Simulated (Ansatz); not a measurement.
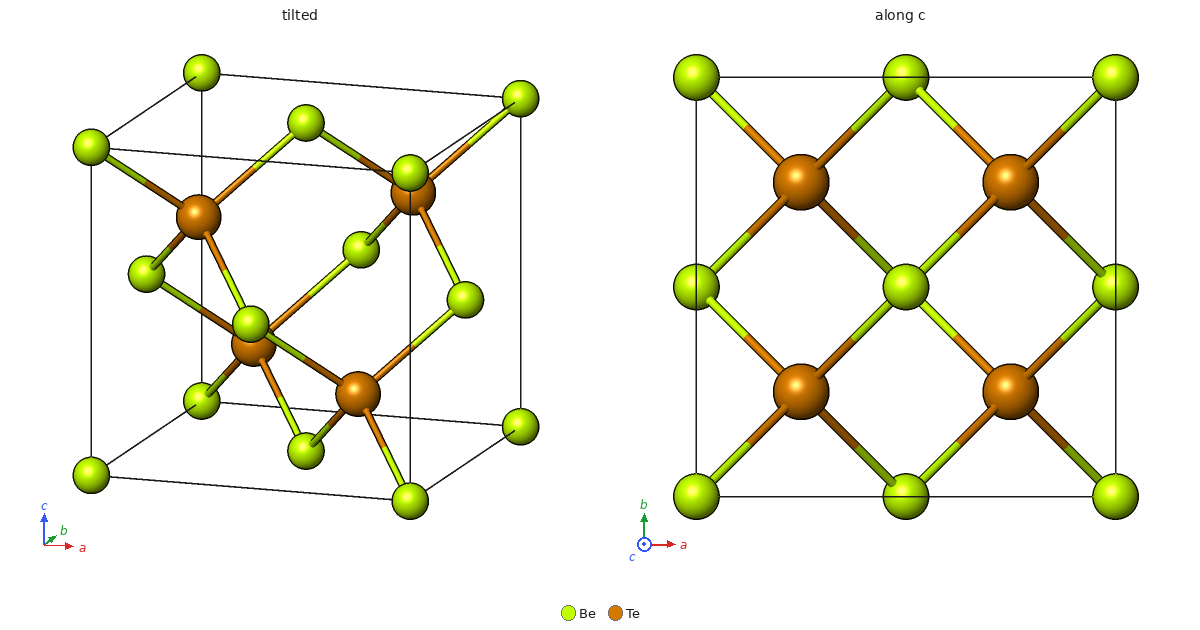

Ball-and-stick drawing of the structure, looking slightly off an axis and along the c axis. The conventional unit cell is drawn as a box.

What is this?

The formula is BeTe. Its lattice is face-centred cubic, its space group F-43m (No. 216). The structure is of the kind named zinc blende (sphalerite type). In the cell are 4 Be, 4 Te, which makes 4 formula units. Each Be atom has four Te in a tetrahedral arrangement around it. Each Te has four Be in a tetrahedral arrangement. The bonds build a three-dimensional framework.

Origin of the cell: a structure listed in the Materials Project, with elements exchanged, so it need not be a known form of the compound. Relaxation method: DFT PBEsol, scalar-relativistic, plane waves, PAW in Ansatz 0.2.0.
